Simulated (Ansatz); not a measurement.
Structure of Ru:

```cif
data_structure
_symmetry_space_group_name_H-M 'Fm-3m'
_symmetry_Int_Tables_number 225
_cell_length_a 3.8123
_cell_length_b 3.8123
_cell_length_c 3.8123
_cell_angle_alpha 90.000
_cell_angle_beta 90.000
_cell_angle_gamma 90.000
_cell_volume 55.41
loop_
_atom_site_label
_atom_site_type_symbol
_atom_site_symmetry_multiplicity
_atom_site_Wyckoff_symbol
_atom_site_fract_x
_atom_site_fract_y
_atom_site_fract_z
_atom_site_occupancy
Ru1 Ru 4 a 0.00000 0.00000 0.00000 1
```

Structure used: the geometry relaxed with DFT, PBE, plane waves (420 eV) with PAW, scalar-relativistic in Ansatz; the starting structure was generated, so it need not be a known form of this composition.

### Predict radii and indices of the first 5 visible rings (3 % of the strongest or more) for λ = 0.7107 Å and a flat detector at 210 mm.

```json
{"ring": "1", "radius": "70.6 mm", "2θ (°)": "18.58", "d (Å)": "2.20", "hkl": "111"}
{"ring": "2", "radius": "82.7 mm", "2θ (°)": "21.49", "d (Å)": "1.906", "hkl": "200"}
{"ring": "3", "radius": "124.1 mm", "2θ (°)": "30.57", "d (Å)": "1.348", "hkl": "220"}
{"ring": "4", "radius": "152.7 mm", "2θ (°)": "36.02", "d (Å)": "1.149", "hkl": "311"}
{"ring": "5", "radius": "162.2 mm", "2θ (°)": "37.68", "d (Å)": "1.101", "hkl": "222"}
```

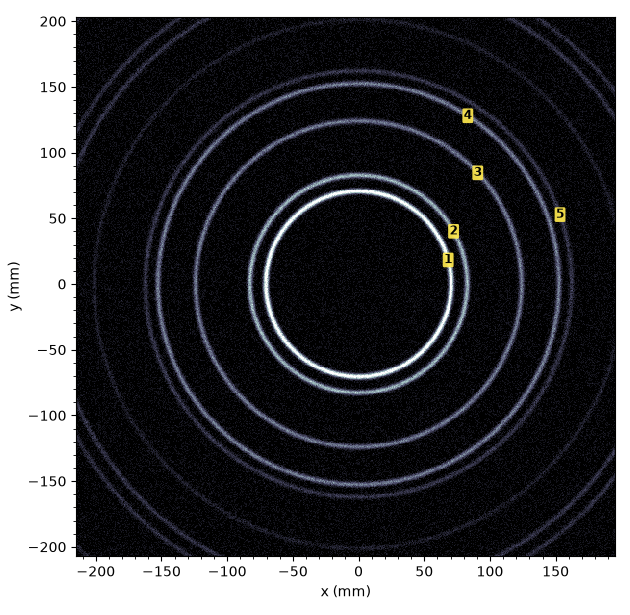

Simulated X-ray powder rings on a flat area detector normal to the beam: λ = 0.7107 Å, sample-to-detector distance 210 mm, axes in mm from the beam centre, for a fine-grained powder without texture. Kinematic intensities with B = 0.8 Å² for all atoms, without absorption; brightness goes as intensity to the power 0.6, clipped at the top, with counting noise. Reflections closer than the ring width show as one ring. The numbers mark the rings of the table.
